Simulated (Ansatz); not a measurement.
# Work function of Nb by crystal face

Does the work function of Nb follow how densely a face is packed, and which functional comes nearest to experiment?

Measured values are compiled ones, as quoted in “Anisotropic work function of elemental crystals” (2019, arxiv:1902.07811).

How it was computed: Ansatz 0.2.0, plane waves with PAW datasets (its set soft_2) at their recommended cutoffs; symmetric slabs of 7 layers (11 for bcc (111)) cut at the tabulated experimental lattice constant, atoms at bulk places, 18 Å of vacuum, k-spacing 0.16 Å⁻¹ (2π included), Fermi-Dirac smearing of 0.1 eV, SCF threshold 1e-9 eV; spin-polarised where the metal is Fe, Co or Ni. The work function is the vacuum level less the Fermi level; differences are formed before rounding.

The runs side by side:

| face | atoms per nm² | LDA (eV) | PBEsol (eV) | r2SCAN (eV) | PBE (eV) | RPBE (eV) | PBE, relaxed (eV) | measured (eV) |
| --- | --- | --- | --- | --- | --- | --- | --- | --- |
| (110) | 13.0 | 4.79 | 4.64 | 4.62 | 4.54 | 4.41 | 4.50 | 4.63 |
| (100) | 9.2 | 3.98 | 3.81 | 3.71 | 3.72 | 3.57 | 3.60 | 3.97 |
| (111) | 5.3 | 3.69 | 3.49 | 3.36 | 3.41 | 3.26 | 3.78 | 4.08 |

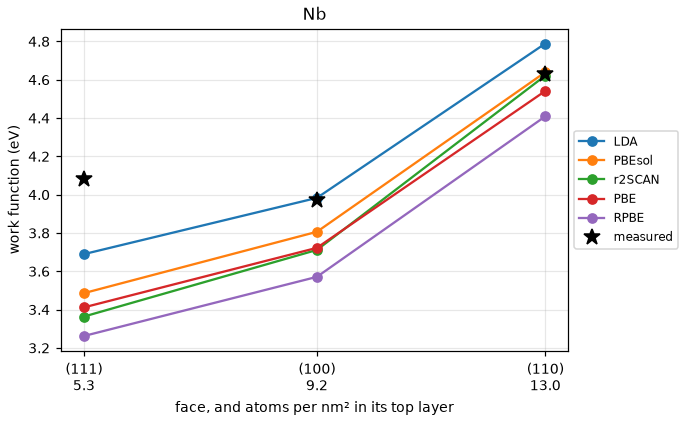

Work function against the density of the top layer.

**Reading.** With PBE the work function runs from 4.54 eV on (110) to 3.41 eV on (111). It falls with the atom density, as Smoluchowski smoothing would have it: on an open face electrons flow from the ridges into the troughs, which weakens the surface dipole. All functionals in the table give the same order. LDA lies 0.25 to 0.28 eV above PBE. After relaxation the order is (100) < (111) < (110), so that reading holds for the unrelaxed slabs alone. With the layers relaxed PBE misses the measured values by 0.13 to 0.37 eV. Against the 3 measured values on unreconstructed faces, LDA comes nearest (mean absolute error 0.19 eV), and PBE misses by 0.09 to 0.67 eV. PBEsol is within 0.1 eV of LDA's error, inside the spread of measured values. For (110), (100) and (111) the measured order is not the one that unrelaxed PBE gives, but the one that it gives after relaxation. Relaxing all layers with PBE (forces under 0.01 eV/Å) moves the values by −0.13 to +0.37 eV.

What the numbers leave out: Slabs this thin leave size errors that can reach a tenth of an eV or more. Compiled measured values differ between sources by a tenth of an eV or more. The functionals share one unrelaxed geometry at the tabulated experimental lattice constant; the relaxed column keeps that in-plane lattice, which is not PBE's own.
